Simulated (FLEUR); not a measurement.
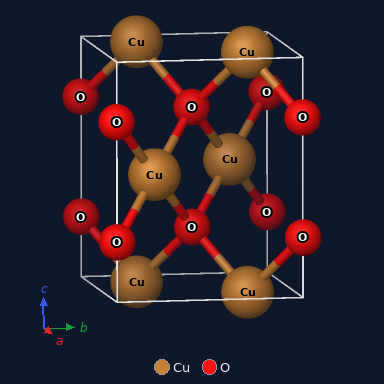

System: CuO, space group C2/c (No. 15). The picture shows the conventional cell.

Structure:
```xyz
4
Lattice="2.8795 0.0000 0.0000 0.0391 2.8793 0.0000 0.0175 0.0172 5.1763" Properties=species:S:1:pos:R:3 pbc="T T T"
Cu    0.0195    1.4396    0.0000
Cu    1.4485    0.0086    2.5882
O     2.8881    0.0177    3.8817
O     0.0479    2.8788    1.2947
```

How it was computed, with FLEUR MaX-R8.1 (later development tree): all-electron LAPW DFT, no spin polarisation; energies at scaled volumes of the given cell, shape and fractions fixed, counted from the fit's minimum, third-order Birch-Murnaghan fit. Level: PBEsol.

```csv
setting,value
k mesh,9×9×5
occupations,Fermi–Dirac
smearing width,0.05 eV
potentials,all electron
program settings,"basis FLAPW, kmax 5.27 1/bohr"
```

Predict the energy against volume. The volume takes the values 10.09, 10.30, 10.73, 11.16, 11.37 Å³/atom.

A third-order Birch–Murnaghan fit gives V0 = 10.60 Å³/atom, B0 = 175 GPa and B′ = 4.7. The energy is 14.98 meV/atom at volume 10.09 Å³/atom and 26.91 meV/atom at 11.37 Å³/atom; the lowest computed point is at volume 10.73 Å³/atom (0.86 meV/atom), and no other minimum shows among the points.

```json
{"volume (Å³/atom)": "10.09", "energy (meV/atom)": "14.98"}
{"volume (Å³/atom)": "10.30", "energy (meV/atom)": "4.88"}
{"volume (Å³/atom)": "10.73", "energy (meV/atom)": "0.86"}
{"volume (Å³/atom)": "11.16", "energy (meV/atom)": "14.53"}
{"volume (Å³/atom)": "11.37", "energy (meV/atom)": "26.91"}
```

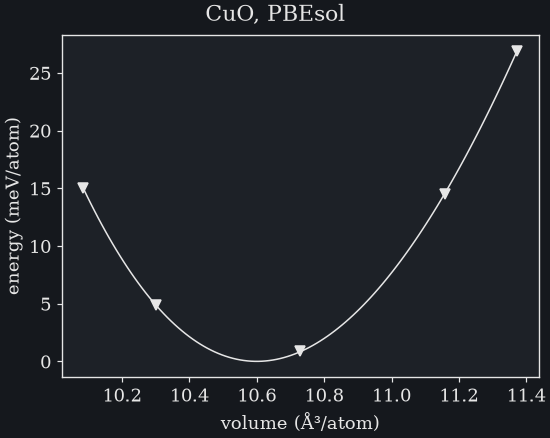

Keep in mind: shape and atomic fractions are frozen while scaling, which makes layered, chain and framework solids too stiff.
